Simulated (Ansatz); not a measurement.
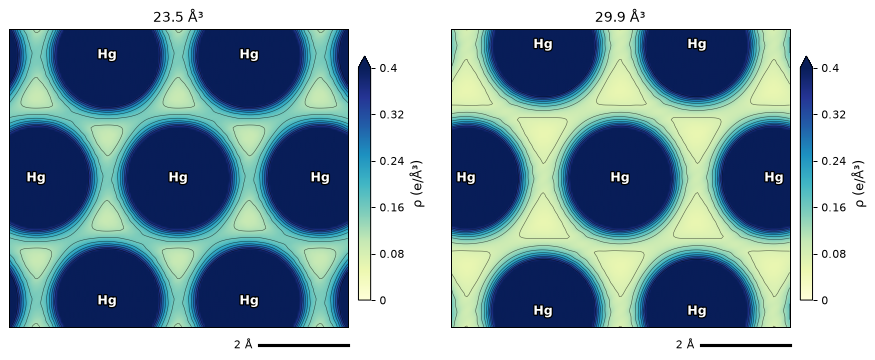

Hg. The valence electron density of cells scaled evenly to different volumes (given per atom above each panel), on the (001) plane of each (indices in the axes of the cell below), at one length scale and on one colour scale.

A generated structure, not necessarily the stable one.

Computed with DFT, r2SCAN, plane waves (500 eV) with PAW, scalar-relativistic (Ansatz 0.2.0).

In a PAW calculation such maps are meaningful between the atoms, not at the nuclei.

The largest cell:

```
Hg
1.0
     0.00000    2.46497    2.46497
     2.46497    0.00000    2.46497
     2.46497    2.46497    0.00000
Hg
1
Direct
  0.00000 0.00000 0.00000
```

| volume (Å³/atom) | Hg–Hg contact in the plane (Å) | ρ at its midpoint (e/Å³) | 
| --- | --- | --- |
| 23.54 | 3.217 | 0.152 | 
| 26.75 | 3.357 | ? | 
| 29.95 | 3.486 | 0.087 | 

**Estimate the missing row, and compare with the calculation.**

Over the known rows ln ρ falls by 2.07 per Å of Hg–Hg distance (the line through the two), which gives 0.114 e/Å³ at 3.357 Å; the calculation gives 0.119 e/Å³.
